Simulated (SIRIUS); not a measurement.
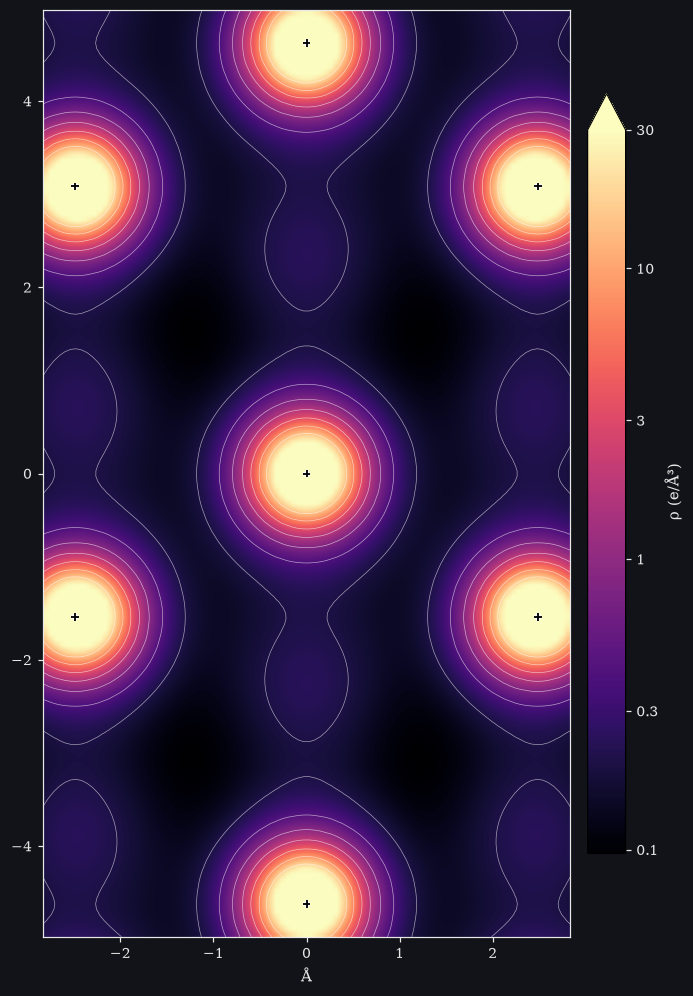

The total electron density on a plane through atoms (crosses mark nuclei in the plane).

These are results of Kohn-Sham DFT of a periodic cell, PBE, all-electron FP-LAPW in SIRIUS, not measurements.

Candidates:
A. Zn, a = 2.67 Å, b = 2.67 Å, c = 4.97 Å, α = 90.00°, β = 90.00°, γ = 120.00°. Space group P6₃/mmc.
B. MgS, a = 6.37 Å, b = 3.68 Å, c = 3.68 Å, α = 90.00°, β = 125.26°, γ = 90.00°. Space group Cm.
C. CuO, a = 2.55 Å, b = 2.55 Å, c = 2.55 Å, α = 90.00°, β = 90.00°, γ = 90.00°. Space group Pm; a generated structure, not necessarily the stable one; built by placing these elements on a known structure type.

> Which system is this?

Candidate A: Zn on the (110) plane of the conventional cell, which holds Zn. Zn–Zn (2.92 Å): ρ is about 0.16 e/Å³ halfway.
